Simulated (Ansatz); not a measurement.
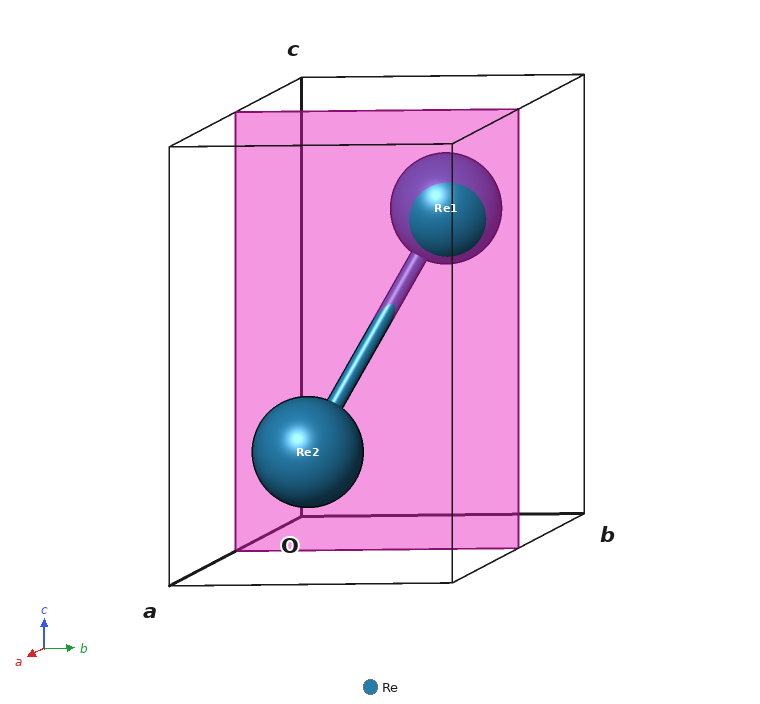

The shaded plane is a symmetry element of the crystal. Crystal: Re, coordinates from a relaxation with DFT, PBE, plane waves (420 eV) with PAW, scalar-relativistic in Ansatz 0.2.0; the starting structure was generated, so it need not be a known form of this composition. Symmetry computed with spglib at a tolerance of 0.002 Å; standard conventional cell.

a = 2.776 Å, b = 2.776 Å, c = 4.481 Å, α = 90.00°, β = 90.00°, γ = 120.00°.

```json
{"atom": "Re1", "x": "0.3333", "y": "0.6667", "z": "0.7500"}
{"atom": "Re2", "x": "0.6667", "y": "0.3333", "z": "0.2500"}
```

### Is it a mirror or a glide plane, and what is the operation?

It is a glide plane with glide vector (0, 1/2, 1/2), parallel to (1 0 0), through (1/2, 1/2, 1/2): x, y, z → −x+1, −x+y+1, z+1/2.

### Onto which atom does it carry each atom (up to whole multiples of a, b and c)?

Re1 → Re2, Re2 → Re1.

### What is the crystal's space group?

P6₃/mmc, No. 194.
